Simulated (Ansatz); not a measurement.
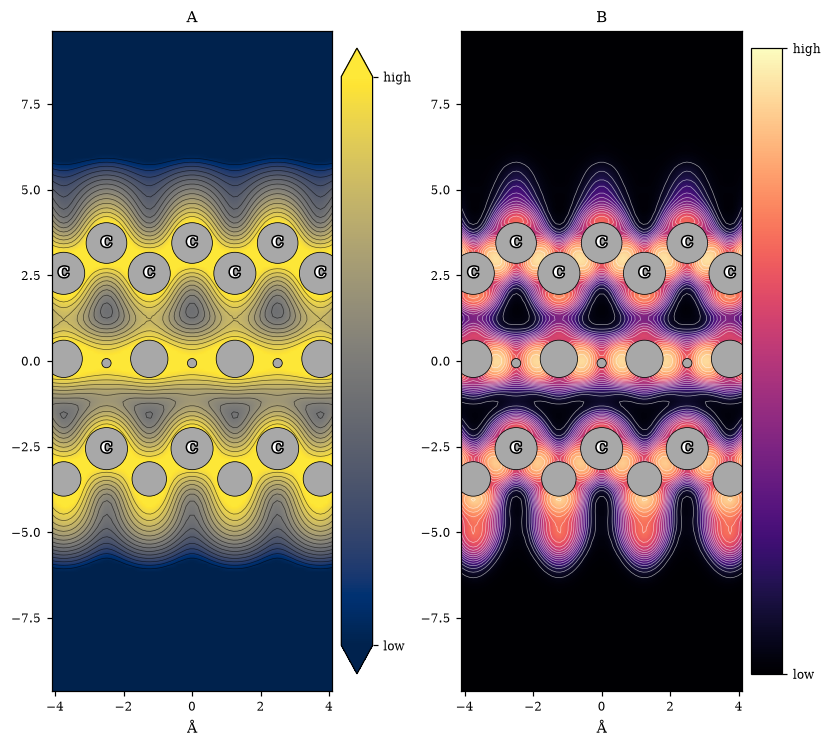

C (slab): 2 fields on the (010) plane of the calculation cell, a cut from vacuum to vacuum, with unlabelled colour scales. Grey discs cover the atomic cores.

The calculation used DFT PBEsol, scalar-relativistic, plane waves, PAW (Ansatz).

Match the panels to the quantities (electron localisation function and valence pseudo-density).

Panel A: valence pseudo-density. Panel B: electron localisation function. From the grid: C–C (1.54 Å): the density is about 1.6 e/Å³ at the midpoint; the ELF peaks at about 0.95 between the atoms.
